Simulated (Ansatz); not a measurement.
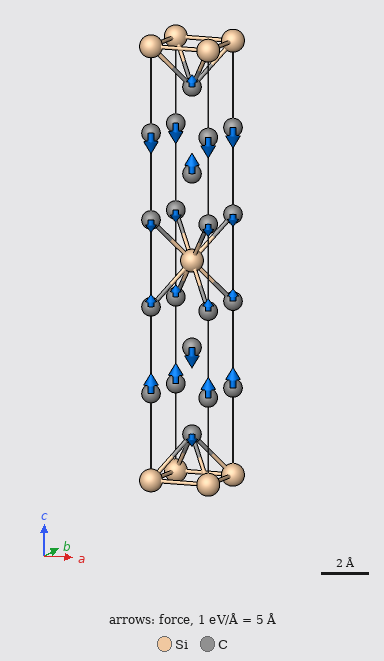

Starting geometry of crystalline SiC4 (a generated structure, set up in I4/mmm) (coarse preliminary run) with the computed forces as blue arrows. Style: ball-and-stick. Shown: the conventional cell (2 times the calculation's cell), slightly off an axis. Lengths and directions refer to the drawn axes.

These are results of DFT PBE, scalar-relativistic, plane waves, PAW in Ansatz 0.2.0, not measurements. Set-up: plane-wave cutoff 420 eV; k-point mesh 8 × 8 × 8; occupations gaussian; smearing width 0.1 eV; no spin polarisation; cell and atoms relaxed; force threshold 0.04 eV/Å; at most 70 steps.

Is this structure relaxed? If not, where do the atoms go?

It isn't relaxed: the largest force vector, on C atoms, is 0.19 eV/Å. The final displacements follow the starting forces only in part (cosine between the two patterns 0.84). The largest moves relative to the cell, 0.84 Å, are those of C atoms. Si stays in place. The drawn cell changes as follows: a = b 2.659 → 2.511 Å (−5.6 %), c 18.801 → 11.530 Å (−38.7 %); the volume changes by −45.3 %. Near-neighbour distances that change, for instance: C–C 3.760 → 1.437 Å, C–C 2.659 → 1.854 Å, C–Si 2.659 → 2.131 Å, C–C 2.659 → 2.511 Å. New bonds form: C–C (2.66 → 1.85 Å), C–C (3.76 → 1.44 Å). The space group stays I4/mmm (No. 139). After 16 accepted moves (19 points after the start) the energy has fallen by 2497 meV per atom. Largest force component: 0.19 eV/Å at the start, 0.0036 eV/Å at the end. Pressure: −25.47 GPa at the start and 0.04 GPa at the end. The line search rejected the trial step at point 12 of the run. At 2 points the geometry stayed and the basis and grid were re-selected for the new cell (energy shift of 2.2 meV per atom at most each time). The run took 68 s on 1 thread of Intel(R) Xeon(R) Processor @ 2.70GHz, with other jobs on the host, peak memory 0.38 GiB.
